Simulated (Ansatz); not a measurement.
# ZrS2: what the fields show

The calculation's input:

```
crystal:
  lattice:
    - [-3.6852083116, 6.3829680322, 0.0]
    - [-1.8426041558, -3.1914840161, -6.7579086874]
    - [-5.5278124674, -3.1914840161, 6.7579086874]
  atoms:
    - { symbol: Zr, position: [0.1666666667, 0.6666666667, 0.6666666667] }
    - { symbol: Zr, position: [0.6666666667, 0.6666666667, 0.6666666667] }
    - { symbol: Zr, position: [0.3333333333, 0.3333333333, 0.3333333333] }
    - { symbol: Zr, position: [0.8333333333, 0.3333333333, 0.3333333333] }
    - { symbol: Zr, position: [0.0, 0.0, 0.0] }
    - { symbol: Zr, position: [0.5, 0.0, 0.0] }
    - { symbol: S, position: [0.9801638396, 0.9206553584, 0.7063389875] }
    - { symbol: S, position: [0.4801638396, 0.9206553584, 0.7063389875] }
    - { symbol: S, position: [0.1468305063, 0.587322025, 0.3730056541] }
    - { symbol: S, position: [0.6468305063, 0.587322025, 0.3730056541] }
    - { symbol: S, position: [0.8134971729, 0.2539886917, 0.0396723208] }
    - { symbol: S, position: [0.3134971729, 0.2539886917, 0.0396723208] }
    - { symbol: S, position: [0.3531694937, 0.412677975, 0.6269943459] }
    - { symbol: S, position: [0.8531694937, 0.412677975, 0.6269943459] }
    - { symbol: S, position: [0.5198361604, 0.0793446416, 0.2936610125] }
    - { symbol: S, position: [0.0198361604, 0.0793446416, 0.2936610125] }
    - { symbol: S, position: [0.1865028271, 0.7460113083, 0.9603276792] }
    - { symbol: S, position: [0.6865028271, 0.7460113083, 0.9603276792] }
basis:
  ecutwfc: 420
  xc_grid: 2
kpoints:
  mp_grid: { grid: [2, 2, 2], shift: [0.5, 0.5, 0.5] }
hamiltonian:
  xc: pbe
scf:
  occupations: { method: gaussian, width: 0.01 }
output:
  forces: true
  stress: true
  eigenvalues: true
  write_density: true
  write_potential: true
  elf: true
  volumetric_format: npy
```

Launched as:

```sh
ansatz run input.yaml --threads 4 --pin off --max-ram 10240MiB --backend cpu --events-out ev --progress --plain --runs-dir out
```

Space group P-3m1; a structure from a database of computed crystals, not necessarily the ambient phase.

Theory: DFT PBE, scalar-relativistic, plane waves, PAW (Ansatz).

Core electrons are frozen (PAW), and the valence fields are smoothed inside the atomic spheres.

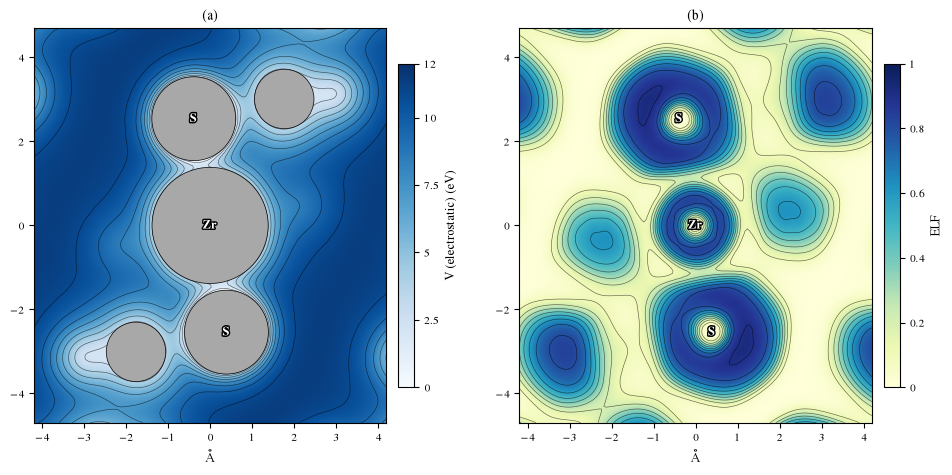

Figure 1. (a) electrostatic potential energy of an electron; (b) electron localisation function on the (100) plane of the calculation cell. Grey discs cover the atomic cores in the potential map.

Read the bonding off the picture.

The section cuts through Zr and S sites.
Zr–S (2.57 Å): the ELF peaks at about 0.85 in the valence shell of S, 0.9 Å from its nucleus, and is about 0.40 at the midpoint.
The features right at Zr lie inside the PAW spheres, where the map follows smoothed inner orbitals and isn't to be read closely.
Outside the cores the potential energy rises away from the atoms and is highest about 2.2 Å from the nearest atoms; its zero is arbitrary.

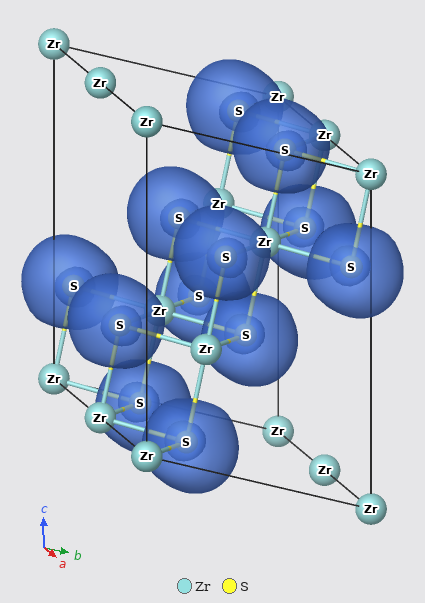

Figure 2. Isosurface of the electron localisation function at 0.7 (blue), seen slightly off an axis. Core shells and regions of very low density are left out. Sticks mark near contacts.

Where are the electrons localised?

The surface consists of twelve regions wrapped around S (the valence shell of each), counted in one cell of 18 atoms. Regions shared between cells count once.

Does the calculation give a band gap?

It is gapped, with a Kohn–Sham gap of 1.5 eV on the k-point mesh, an upper bound to the gap of this method.
